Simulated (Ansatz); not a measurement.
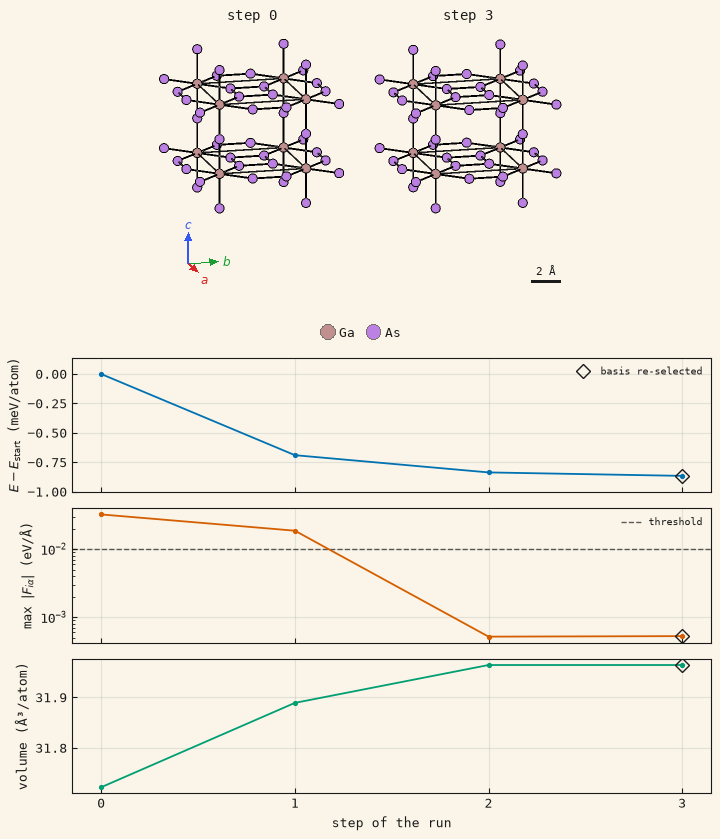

First and last geometry of a relaxation of a crystal of GaAs$_{5}$ (a generated structure, set up in P4/mmm), with the history of the run. A ball-and-stick model of the cell of the calculation, seen slightly off an axis.

Theory: DFT PBE, scalar-relativistic, plane waves, PAW in Ansatz.

Input
```yaml
crystal:
  lattice:
    - [6.2014229337, 0.0, 0.0]
    - [0.0, 6.2014229337, 0.0]
    - [0.0, 0.0, 4.9492018582]
  atoms:
    - { symbol: Ga, position: [0.0, 0.0, 0.0] }
    - { symbol: As, position: [0.3050505201, 0.3050505201, 0.0] }
    - { symbol: As, position: [0.6949494799, 0.6949494799, 0.0] }
    - { symbol: As, position: [0.3050505201, 0.6949494799, 0.0] }
    - { symbol: As, position: [0.6949494799, 0.3050505201, 0.0] }
    - { symbol: As, position: [0.0, 0.0, 0.5] }
basis:
  ecutwfc: 420
kpoints:
  mp_grid: { grid: [6, 6, 8] }
hamiltonian:
  xc: pbe
scf:
  occupations: { method: gaussian, width: 0.1 }
output:
  forces: true
  stress: true
  eigenvalues: true
  write_density: true
  write_potential: true
  elf: true
  volumetric_format: npy
relax:
  adjacent_minimum: "off"
  f_tol: 0.01
  max_steps: 80
  cell: { stress_tol: 0.05 }
```

Launched with:
```bash
ansatz run input.yaml --threads 1 --pin off --max-ram 2560MiB --backend cpu --events-out ev --progress --plain --runs-dir out
```

**Did the run converge, and what did it change?**

It converged. The largest moves relative to the cell, 0.013 Å, are those of As2, As3, As4 and As5. As2 goes along [1 1 0]. Ga stays in place. The volume changes by +0.8 %, with a = b 6.201 → 6.245 Å (+0.7 %), c 4.949 → 4.918 Å (−0.6 %). Near-neighbour distances that change, for instance: Ga1–As2 2.675 → 2.707 Å, Ga1–As6 2.475 → 2.459 Å. The space group stays P4/mmm (No. 123). After 2 accepted moves (3 points after the start) the energy has fallen by 0.9 meV per atom. Largest force component: 0.032 eV/Å at the start, 0.00053 eV/Å at the end. Pressure: 0.12 GPa at the start and 0.01 GPa at the end. At 1 point the geometry stayed and the basis and grid were re-selected for the new cell (energy shift of less than 0.05 meV per atom at most each time). Cost: 2.2 min on 1 thread of Intel(R) Xeon(R) Platinum 8259CL CPU @ 2.50GHz (Skylake/Cascade Lake) (shared host), peak memory 0.73 GiB.
